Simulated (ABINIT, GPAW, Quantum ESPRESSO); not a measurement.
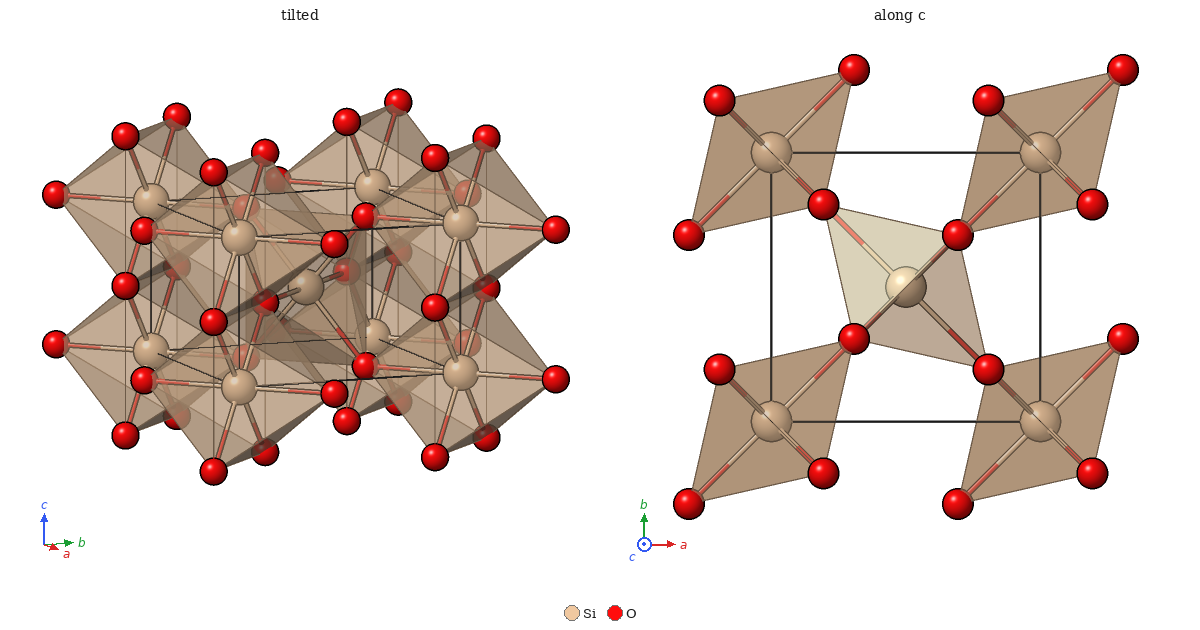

SiO₂, rutile, space group P4₂/mnm (No. 136), a = 4.233 Å, b = 4.233 Å, c = 2.693 Å, α = 90.00°, β = 90.00°, γ = 90.00° (8.04 Å³/atom). Shown here is a polyhedral view of the crystal, taken slightly off an axis and along the c axis. Lines trace the edges of the conventional unit cell. Some neighbours outside the box are added. The cell is a structure listed in the Materials Project. It needn't be the stable form of this composition.

The cell was scaled uniformly, at fixed shape and fractional positions, in three programs or potential sets. Alike in all runs: functional PBE; k mesh 6 × 6 × 10 on the run's cell of 6 atoms; occupations fermi-dirac, width 0.05 eV; no spin polarisation; no spin-orbit coupling.

Energies from GPAW (PAW data 1.2.1):

| volume (Å³/atom) | E − E(lowest point) (meV/atom) |
| --- | --- |
| 7.562 | 43.92 |
| 7.723 | 22.00 |
| 7.884 | 7.90 |
| 8.044 | 0.77 |
| 8.205 | 0.00 |
| 8.366 | 4.90 |
| 8.527 | 14.95 |

> Fit a third-order Birch-Murnaghan equation of state to these points.

V0 = 8.15 Å³/atom, B0 = 298 GPa and B0′ = 4.3. V0 lies 1.3 % above the volume of the cell as given.

The same fit in all programs:

| program | V0 (Å³/atom) | B0 (GPa) | B0′ |
| --- | --- | --- | --- |
| GPAW (PAW data 1.2.1) | 8.15 | 298 | 4.3 |
| Quantum ESPRESSO (SSSP 1.3 efficiency) | 8.06 | 299 | 4.2 |
| ABINIT (JTH PAW PBE v2.0) | ? | ? | ? |

> Estimate the row of ABINIT (JTH PAW PBE v2.0).

V0 = 7.99 Å³/atom, B0 = 298 GPa and B0′ = 4.2. The other rows span 8.06 to 8.15 Å³/atom and 298 to 299 GPa.

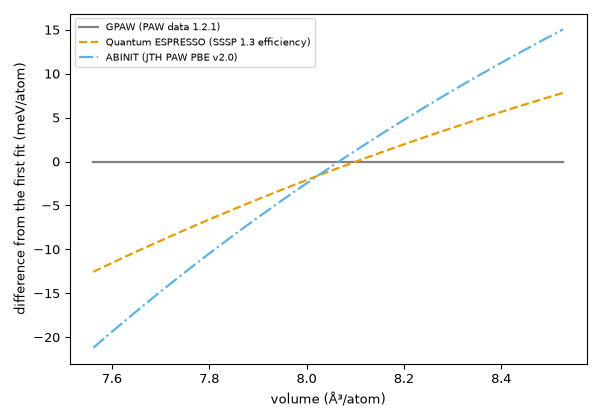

Each fitted curve, counted from its own minimum, less that of GPAW (PAW data 1.2.1). With one functional throughout, the spread comes from potentials, basis sets and numerical settings; B0′ is uncertain by a few tenths over so narrow a range.

Caveat: the cell was scaled at fixed shape and fractional positions, which overstates the stiffness of a crystal with free parameters, most of all of layers and chains.
